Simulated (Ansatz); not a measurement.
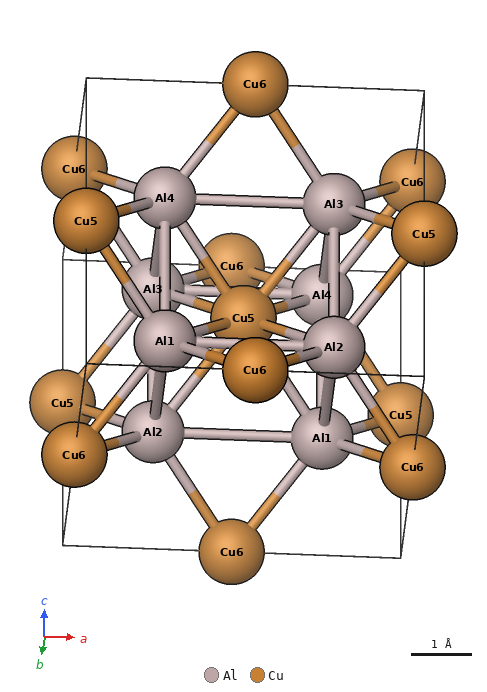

Reference structure: crystalline Al₂Cu (set up in Fm-3m). The picture is a ball-and-stick view of the conventional cell (2 times the calculation's cell), seen from a free direction. Lengths and directions refer to the drawn axes.

Method: DFT PBEsol, scalar-relativistic, plane waves, PAW in Ansatz 0.2.0. (plane-wave cutoff 420 eV; k-point mesh 10 × 10 × 6; occupations gaussian; smearing width 0.1 eV; no spin polarisation)

The variant: Uniaxial strain along c, +6.0 %, is applied. The a and b axes and the atoms are relaxed.

Predict the response.

Answer. The energy rises by 23.9 meV per atom. Pressure: 0.0 GPa before, −2.0 GPa after. The principal stresses (compression positive) are −6.1 GPa along c and none across it. The volume changes by +2.4 %, with a = b 5.726 → 5.628 Å (−1.7 %), c 5.726 → 6.070 Å (+6.0 %). No atom moves by more than 0.005 Å relative to the cell. Near-neighbour distances before and after: Al–Al 2.863 → 2.814 to 3.035 Å, Al–Cu 2.480 → 2.502 Å. The space group (tolerance 0.01 Å) goes from Fm-3m (No. 225) to I4/mmm (No. 139).

The changed structure in the same view:

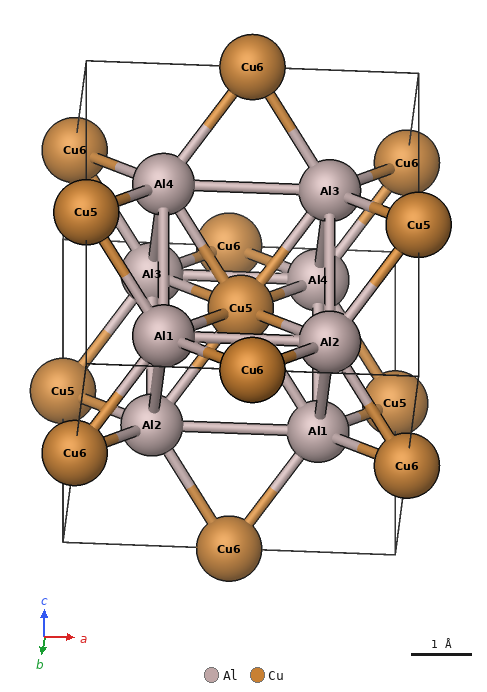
